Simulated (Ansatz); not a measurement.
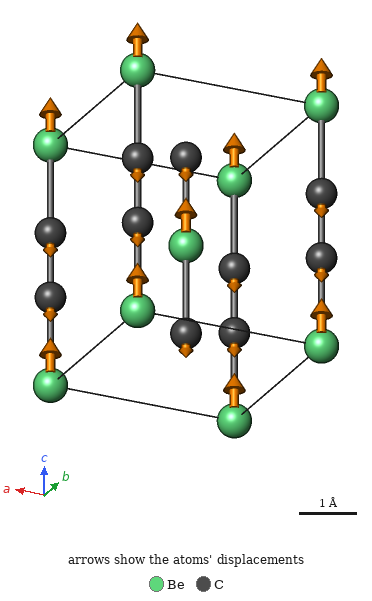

Normal modes of crystalline BeC₂ (a generated structure), space group I4/mmm (No. 139), at the zone centre. The optical levels lie at 401i (×2), 426 (×2), 1071, 1958 cm⁻¹. One mode is drawn. Displacements are drawn as orange arrows; their common scale and sign are arbitrary. Style: ball-and-stick. Shown: the conventional cell (2 times the calculation's cell), from a free direction. Lengths and directions refer to the drawn axes.

Level of theory: Ansatz, DFT PBEsol, scalar-relativistic, plane waves, PAW. Set-up: plane-wave cutoff 420 eV; k-point mesh 10 × 10 × 10; occupations fixed; no spin polarisation.

Frequencies are those without the non-analytic (LO–TO) term.

**Which of these frequencies is the drawn mode's?**

The level at 1071 cm⁻¹. This is the A₂u mode, optical level 3 of 4, counted from below (1 lower level is imaginary, so the structure is unstable), infrared-active by symmetry. The Be sublattice moves against the C sublattice, along c; of the bonds it mainly stretches Be–C, some lengthening while others shorten; the kinetic energy is shared as Be 73 %, C 27 %. Its infrared intensity is 11 (D/Å)²/amu.
